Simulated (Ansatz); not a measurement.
## Geometry relaxation, with input and output: C13H (part 1 of 3)

The run: geometry relaxation of C13H (slab, 14 atoms in the cell). Method and program: DFT PBEsol, scalar-relativistic, plane waves, PAW, spin-polarised (Ansatz 0.2.0).

The structure derives from an entry of the Crystallography Open Database. The input holds or restrains some coordinates. It belongs to a series of runs on one base structure; here: CH put at a hollow C-C-C site.

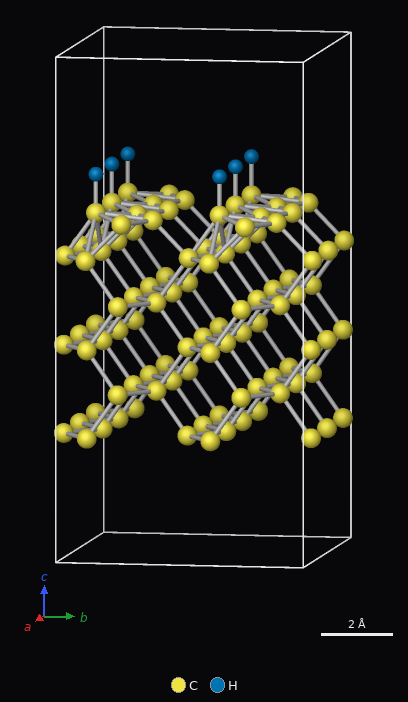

Fig. 1: The structure as given in the input (ball-and-stick view of the 3 × 2 repeat of the cell, with the vacuum cut short, seen slightly off an axis).

**Results in brief**

| quantity | value |
| --- | --- |
| outcome | converged under the restraints of the input |
| electrons treated | 53 |
| free energy | −3214.2811 eV |
| work function, top face | 2.50 eV |
| work function, bottom face | 5.40 eV |
| Fermi energy | 1.750 eV |
| gap on the k-point mesh | none (metallic) |
| net moment of the cell | 0.00 μB |
| integrated absolute moment | 1.28 μB |
| final volume | 235.61 Å³ |
| work function (upper face) | 2.50 eV |
| largest force (length of the vector) at the end, held atoms and coordinates included | 4.175 eV/Å |
| hardware | 1 thread of an x86-64 CPU, shared host |
| wall time | 8.7 min |
| peak memory | 0.75 GiB |

The program warns: the exchange-correlation potential is rough where the density is thin.

**Input**
```yaml
crystal:
  lattice:
    - [2.5129226041, 0.0, 0.0]
    - [0.0, 3.5538092279, 0.0]
    - [0.0, 0.0, 26.3823065103]
  atoms:
    - { symbol: C, position: [0.5, 0.0, 0.3221856283] }
    - { symbol: C, position: [0.0, 0.25, 0.3221856283] }
    - { symbol: C, position: [0.0, 0.5, 0.3698107782] }
    - { symbol: C, position: [0.5, 0.75, 0.3698107782] }
    - { symbol: C, position: [0.5, 0.0, 0.4174359281] }
    - { symbol: C, position: [0.0, 0.25, 0.4174359281] }
    - { symbol: C, position: [0.0, 0.5012213661, 0.4648500534] }
    - { symbol: C, position: [0.5, 0.7487786339, 0.4648500534] }
    - { symbol: C, position: [0.5, 0.0097937658, 0.5137244335] }
    - { symbol: C, position: [0.0, 0.2402062342, 0.5137244335] }
    - { symbol: C, position: [0.0, 0.5296167303, 0.5536885515] }
    - { symbol: C, position: [0.5, 0.7203832697, 0.5536885515] }
    - { symbol: C, position: [0.5, 0.2598722434, 0.560511306], spin: 1.0 }
    - { symbol: H, position: [0.5, 0.2598722434, 0.6022059167] }
basis:
  ecutwfc: 420
kpoints:
  mp_grid: { grid: [11, 8, 1] }
hamiltonian:
  xc: pbesol
scf:
  occupations: { method: gaussian, width: 0.05 }
output:
  forces: true
  eigenvalues: true
  populations: true
  write_density: true
  write_potential: true
  elf: true
  volumetric_format: npy
magnetization:
  spin_polarized: true
relax:
  adjacent_minimum: "off"
  f_tol: 0.03
  max_steps: 70
  constraints: [{ sites: [0, 1, 2, 3, 4, 5] }]
efield:
  axis: 3
  dipole_correction: true
  ramp_width: 0.04
```

Run as:
```bash
ansatz run input.yaml --threads 1 --pin off --max-ram 3072MiB --backend cpu --events-out ev --progress --plain --runs-dir out
```

**The program's output**
```
Engine: ansatz 0.2.0, x86_64-unknown-linux-gnu
Pseudopotentials: kind: paw
Pseudopotential: C, paw, valence charge 4, recommended cutoff 420 eV (normal), C.paw.azcp
Pseudopotential: H, paw, valence charge 1, recommended cutoff 420 eV (normal), H.paw.azcp
Functional definition: PBEsol
  exchange = pbesol_x
  correlation = pbesol_c
Crystal: 14 atoms, lattice volume = 235.606 Å³
Basis set: ecut = 420 eV, 4599 PW (Γ), exchange–correlation on 36×48×360 points (8 copies of the dense FFT grid, shifted against one another)
Bands: 41, of which v1, the nominal top of the filled ones, is band 27 counted from 1 (26 counted from 0)
Symmetry: 2 space group operations
k-points: 30 of 88 (time reversal used)
Non-local potential: C, projectors of the file, l = 0: 2, l = 1: 2, l = 2: 1
Non-local potential: H, projectors of the file, l = 0: 2, l = 1: 1
PAW form: soft (Blöchl's): semilocal exchange-correlation on the pseudo side does not see the compensation charge
PAW frozen core: C, regenerated for the run's functional, and the local potential with it (the file was generated under x = pbe(κ = 0.804, μ = 0.2195149727645171), c = pbe(β = 0.06672455060314922))
PAW one-centre angular grid: C, 110 points (default); XC on 64 Gauss nodes
PAW one-centre angular grid: H, 110 points (default); XC on 64 Gauss nodes
Initial density: superposition of atomic densities (neutral atoms: chi_scale 0, normalization atom)
Starting moments: Σ|m| = 1 μB on 1 of 14 sites
Initial wavefunctions: pseudopotential atomic-orbital guess
Functional: x = pbesol(κ = 0.804, μ = 0.12345679012345678), c = pbesol(β = 0.046)
SCF iter   1: F=—  HF=-3207.473926 eV  |F-HF|=—  |Δ(HF+E_count)|=         —  Δρ=3.94e-2 (↑3.94e-2 ↓3.91e-2)  dr2=1.96e1  dr2_m=1.61e-1  M=0.421 μB ∫|m|=0.493 μB  β_m=0.30  ethr=3.10e-3  p=-0.000 e·Å  D=-5.39e-7 V/Å  ΔV_dip=0.00 eV  dr2_dipole=3.65e0  V_vac-E_F(+/−)=7.83/7.83 eV  ⟨swp⟩=8.8  Hψ=15613  notcnv=0  defer=241
efield: sawtooth ramp at fractional position 0.9422 (placed from the atoms, in the widest stretch of the axis that holds none; the zero of the levels goes with the place), width 0.0400; the density the first Hamiltonian is built on has a dipole p = -0.000 e·Å; the dipole correction subtracts the counter field D = -5.39e-7 V/Å, which shifts the + side's vacuum level by +0.00 eV against the − side's; the planar-averaged density in the ramp window peaks in size at 7.8e-7 e/Å³
preconditioner: auto → LDOS  [metal: Δε(μ)=0.017 eV  Ē_g=16.517 eV  σ=0.050 eV  W_gap=0.19  n_scr=34 (ndim 8)  ℏωp=17.6 eV  f_vac=0.614  D(μ)=2.97/eV (n_scr^D=12)]
spin=Collinear: LDOS preconditioning applied to the charge; magnetization (m = ρ↑ − ρ↓) channel mixes plain (no charge-response kernel on spin).
SCF iter   2: F=—  HF=-3205.029341 eV  |F-HF|=—  |Δ(HF+E_count)|=    2.44e0  Δρ=2.58e-2 (↑2.58e-2 ↓2.52e-2)  dr2=5.77e0  dr2_m=7.88e-2  M=0.480 μB ∫|m|=0.544 μB  β_m=0.30  ethr=3.10e-3  p=0.080 e·Å  D=6.13e-2 V/Å  ΔV_dip=-1.62 eV  dr2_dipole=4.79e-1  V_vac-E_F(+/−)=5.89/7.51 eV  ⟨swp⟩=3.5  Hψ=4872  notcnv=0  defer=516  κ⁻¹=1.0e0(r=1)
SCF iter   3: F=—  HF=-3203.791340 eV  |F-HF|=—  |Δ(HF+E_count)|=    1.24e0  Δρ=1.20e-2 (↑1.20e-2 ↓1.18e-2)  dr2=1.43e0  dr2_m=5.35e-2  M=0.343 μB ∫|m|=0.416 μB  β_m=0.30  ethr=3.10e-3  p=0.145 e·Å  D=1.11e-1 V/Å  ΔV_dip=-2.93 eV  dr2_dipole=7.01e-2  V_vac-E_F(+/−)=4.09/7.02 eV  ⟨swp⟩=4.8  Hψ=4851  notcnv=0  defer=514  κ⁻¹=7.2e-3(r=2)
SCF iter   4: F=—  HF=-3203.636443 eV  |F-HF|=—  |Δ(HF+E_count)|=   1.55e-1  Δρ=5.73e-3 (↑5.73e-3 ↓3.99e-3)  dr2=2.17e-1  dr2_m=3.36e-2  M=0.327 μB ∫|m|=0.396 μB  β_m=0.30  ethr=2.70e-3  p=0.134 e·Å  D=1.03e-1 V/Å  ΔV_dip=-2.72 eV  dr2_dipole=4.49e-2  V_vac-E_F(+/−)=3.51/6.23 eV  ⟨swp⟩=4.5  Hψ=4695  notcnv=0  defer=540  κ⁻¹=1.1e-3(r=3)
SCF iter   5: F=—  HF=-3203.635356 eV  |F-HF|=—  |Δ(HF+E_count)|=   1.09e-3  Δρ=4.73e-3 (↑4.73e-3 ↓3.23e-3)  dr2=9.85e-2  dr2_m=2.32e-2  M=0.270 μB ∫|m|=0.350 μB  β_m=0.30  ethr=4.10e-4  p=0.148 e·Å  D=1.13e-1 V/Å  ΔV_dip=-2.99 eV  dr2_dipole=6.17e-4  V_vac-E_F(+/−)=3.17/6.16 eV  ⟨swp⟩=4.2  Hψ=3310  notcnv=0  defer=543  κ⁻¹=6.5e-4(r=4)
SCF iter   6: F=—  HF=-3203.637247 eV  |F-HF|=—  |Δ(HF+E_count)|=   1.89e-3  Δρ=3.58e-3 (↑3.58e-3 ↓2.17e-3)  dr2=3.22e-2  dr2_m=1.53e-2  M=0.246 μB ∫|m|=0.335 μB  β_m=0.30  ethr=1.86e-4  p=0.156 e·Å  D=1.20e-1 V/Å  ΔV_dip=-3.16 eV  dr2_dipole=5.22e-3  V_vac-E_F(+/−)=2.89/6.06 eV  ⟨swp⟩=5.2  Hψ=4262  notcnv=0  defer=540  κ⁻¹=2.2e-5(r=5)
SCF iter   7: F=—  HF=-3203.640062 eV  |F-HF|=—  |Δ(HF+E_count)|=   2.81e-3  Δρ=2.83e-3 (↑2.83e-3 ↓2.02e-3)  dr2=1.87e-2  dr2_m=1.12e-2  M=0.211 μB ∫|m|=0.318 μB  β_m=0.30  ethr=6.08e-5  p=0.167 e·Å  D=1.28e-1 V/Å  ΔV_dip=-3.37 eV  dr2_dipole=2.29e-3  V_vac-E_F(+/−)=2.71/6.09 eV  ⟨swp⟩=3.9  Hψ=3289  notcnv=0  defer=550  κ⁻¹=1.7e-5(r=6)
SCF iter   8: F=—  HF=-3203.643626 eV  |F-HF|=—  |Δ(HF+E_count)|=   3.56e-3  Δρ=2.38e-3 (↑2.38e-3 ↓1.77e-3)  dr2=7.50e-3  dr2_m=8.50e-3  M=0.184 μB ∫|m|=0.312 μB  β_m=0.67  ethr=3.54e-5  p=0.165 e·Å  D=1.26e-1 V/Å  ΔV_dip=-3.34 eV  dr2_dipole=4.26e-5  V_vac-E_F(+/−)=2.74/6.07 eV  ⟨swp⟩=2.4  Hψ=3026  notcnv=0  defer=536
Mixer restart at iter 8: flushing history
spin-set hold released at iteration 8 (site moments contracting): the magnetisation degrees of freedom join the quasi-Newton model from the next iteration; the mixer history was flushed
SCF iter   9: F=—  HF=-3203.651262 eV  |F-HF|=—  |Δ(HF+E_count)|=   7.64e-3  Δρ=2.02e-3 (↑2.02e-3 ↓1.64e-3)  dr2=6.81e-3  dr2_m=6.55e-3  M=0.124 μB ∫|m|=0.313 μB  β_m=0.65  ethr=1.41e-5  p=0.164 e·Å  D=1.26e-1 V/Å  ΔV_dip=-3.32 eV  dr2_dipole=2.90e-4  V_vac-E_F(+/−)=2.75/6.07 eV  ⟨swp⟩=2.5  Hψ=3622  notcnv=0  defer=533
density mixer auto → msr1: a metal under ldos (density of states about μ 1.00 of a free-electron gas's, 34 screened modes)
SCF iter  10: F=—  HF=-3203.658962 eV  |F-HF|=—  |Δ(HF+E_count)|=   7.70e-3  Δρ=2.10e-3 (↑2.10e-3 ↓2.01e-3)  dr2=4.81e-3  dr2_m=8.72e-3  M=0.085 μB ∫|m|=0.369 μB  β_m=0.81  ethr=1.29e-5  p=0.162 e·Å  D=1.24e-1 V/Å  ΔV_dip=-3.28 eV  dr2_dipole=6.14e-4  V_vac-E_F(+/−)=2.77/6.06 eV  ⟨swp⟩=3.3  Hψ=3659  notcnv=0  defer=534
SCF iter  11: F=-3203.700398 eV  HF=-3203.690658 eV  |F-HF|=9.74e-3  |Δ(HF+E_count)|=   3.17e-2  Δρ=2.85e-3 (↑2.85e-3 ↓2.83e-3)  dr2=6.47e-3  dr2_m=1.72e-2  M=0.032 μB ∫|m|=0.589 μB  β_m=0.43  ethr=9.07e-6  p=0.158 e·Å  D=1.21e-1 V/Å  ΔV_dip=-3.20 eV  dr2_dipole=2.01e-3  V_vac-E_F(+/−)=2.81/6.02 eV  ⟨swp⟩=3.6  Hψ=4766  notcnv=0  defer=531
SCF iter  12: F=-3203.737690 eV  HF=-3203.732335 eV  |F-HF|=5.35e-3  |Δ(HF+E_count)|=   4.17e-2  Δρ=3.05e-3 (↑2.44e-3 ↓3.05e-3)  dr2=9.29e-3  dr2_m=1.61e-2  M=0.024 μB ∫|m|=0.830 μB  β_m=0.82  ethr=9.07e-6  p=0.152 e·Å  D=1.17e-1 V/Å  ΔV_dip=-3.08 eV  dr2_dipole=2.95e-3  V_vac-E_F(+/−)=2.83/5.91 eV  ⟨swp⟩=3.8  Hψ=5287  notcnv=0  defer=513
SCF iter  13: F=-3203.754215 eV  HF=-3203.783608 eV  |F-HF|=2.94e-2  |Δ(HF+E_count)|=   5.13e-2  Δρ=1.61e-3 (↑1.61e-3 ↓9.40e-4)  dr2=2.64e-2  dr2_m=2.05e-3  M=0.072 μB ∫|m|=1.211 μB  β_m=0.85  ethr=9.07e-6  p=0.140 e·Å  D=1.07e-1 V/Å  ΔV_dip=-2.83 eV  dr2_dipole=7.17e-3  V_vac-E_F(+/−)=2.81/5.65 eV  ⟨swp⟩=3.8  Hψ=5801  notcnv=0  defer=508
SCF iter  14: F=-3203.777074 eV  HF=-3203.782413 eV  |F-HF|=5.34e-3  |Δ(HF+E_count)|=   1.20e-3  Δρ=8.63e-4 (↑5.33e-4 ↓8.63e-4)  dr2=4.90e-3  dr2_m=9.03e-4  M=0.065 μB ∫|m|=1.301 μB  β_m=0.91  ethr=9.07e-6  p=0.130 e·Å  D=9.97e-2 V/Å  ΔV_dip=-2.63 eV  dr2_dipole=1.65e-3  V_vac-E_F(+/−)=2.83/5.46 eV  ⟨swp⟩=3.1  Hψ=4677  notcnv=0  defer=512
SCF iter  15: F=-3203.776216 eV  HF=-3203.777327 eV  |F-HF|=1.11e-3  |Δ(HF+E_count)|=   5.09e-3  Δρ=1.32e-3 (↑1.32e-3 ↓8.73e-4)  dr2=3.39e-3  dr2_m=2.45e-3  M=0.036 μB ∫|m|=1.116 μB  β_m=0.75  ethr=9.07e-6  p=0.132 e·Å  D=1.01e-1 V/Å  ΔV_dip=-2.68 eV  dr2_dipole=6.49e-4  V_vac-E_F(+/−)=2.85/5.53 eV  ⟨swp⟩=3.5  Hψ=5217  notcnv=0  defer=516
SCF iter  16: F=-3203.782300 eV  HF=-3203.783286 eV  |F-HF|=9.86e-4  |Δ(HF+E_count)|=   5.96e-3  Δρ=3.72e-4 (↑2.97e-4 ↓3.72e-4)  dr2=9.29e-4  dr2_m=2.13e-4  M=0.039 μB ∫|m|=1.267 μB  β_m=0.66  ethr=6.39e-6  p=0.127 e·Å  D=9.77e-2 V/Å  ΔV_dip=-2.58 eV  dr2_dipole=3.35e-4  V_vac-E_F(+/−)=2.86/5.43 eV  ⟨swp⟩=3.3  Hψ=5204  notcnv=0  defer=516
SCF iter  17: F=-3203.783588 eV  HF=-3203.783773 eV  |F-HF|=1.85e-4  |Δ(HF+E_count)|=   4.87e-4  Δρ=8.78e-5 (↑7.16e-5 ↓8.78e-5)  dr2=1.47e-4  dr2_m=9.18e-6  M=0.037 μB ∫|m|=1.241 μB  β_m=0.71  ethr=1.75e-6  p=0.128 e·Å  D=9.80e-2 V/Å  ΔV_dip=-2.58 eV  dr2_dipole=5.59e-5  V_vac-E_F(+/−)=2.86/5.45 eV  ⟨swp⟩=2.4  Hψ=3907  notcnv=0  defer=517
SCF iter  18: F=-3203.783735 eV  HF=-3203.783707 eV  |F-HF|=2.75e-5  |Δ(HF+E_count)|=   6.54e-5  Δρ=1.31e-4 (↑1.17e-4 ↓1.31e-4)  dr2=1.08e-5  dr2_m=3.26e-5  M=0.035 μB ∫|m|=1.223 μB  β_m=0.86  ethr=4.25e-8  p=0.128 e·Å  D=9.82e-2 V/Å  ΔV_dip=-2.59 eV  dr2_dipole=4.16e-7  V_vac-E_F(+/−)=2.87/5.46 eV  ⟨swp⟩=37.6  Hψ=40270  notcnv=0
SCF iter  19: F=-3203.783784 eV  HF=-3203.783785 eV  |F-HF|=9.61e-7  |Δ(HF+E_count)|=   7.72e-5  Δρ=2.26e-5 (↑2.06e-5 ↓2.26e-5)  dr2=2.51e-6  dr2_m=7.25e-7  M=0.035 μB ∫|m|=1.233 μB  β_m=0.77  ethr=2.03e-8  p=0.127 e·Å  D=9.77e-2 V/Å  ΔV_dip=-2.58 eV  dr2_dipole=5.98e-9  V_vac-E_F(+/−)=2.87/5.45 eV  ⟨swp⟩=21.3  Hψ=29552  notcnv=0
SCF iter  20: F=-3203.783786 eV  HF=-3203.783786 eV  |F-HF|=1.79e-8  |Δ(HF+E_count)|=   9.87e-7  Δρ=9.25e-6 (↑9.25e-6 ↓8.60e-6)  dr2=3.74e-7  dr2_m=1.24e-7  M=0.035 μB ∫|m|=1.235 μB  ethr=4.73e-9  p=0.127 e·Å  D=9.76e-2 V/Å  ΔV_dip=-2.58 eV  dr2_dipole=3.53e-10  V_vac-E_F(+/−)=2.87/5.45 eV  ⟨swp⟩=20.1  Hψ=24779  notcnv=0
at 2 of the mixer's solves, the last at iteration 11, it left a direction of its history that read negative out of its fit and stepped the other way along it
SCF 1 converged in 20 iterations: F = -3203.783786 eV  dr2 = 3.74e-7
  greatest PAW one-centre occupation: 0.703 electrons in one spin orbital (limit 2), on the C atom at site 12 (counted from 0), in its partial waves of l = 0
relax step   1: F+E_penalty+E_count = -3203.78378566 eV  Δ(F+E_penalty+E_count) = +0.000e0 eV  max|allowed force component| = 1.217e1 eV/Å  Δτ_max = 0.0000 Å  (20 SCF iters, dr2 threshold 2.25e-5 eV, accepted)
Initial density: handed on by an earlier stage of this run
Starting moments: Σ|m| = 1 μB on 1 of 14 sites; this step starts from the density that it was given
Initial wavefunctions: those handed on with the density
iter 1 solved again at ethr=1.14e-3 eV; its pass at ethr=3.10e-3 eV (dr2=6.06e-1 eV) is discarded
```
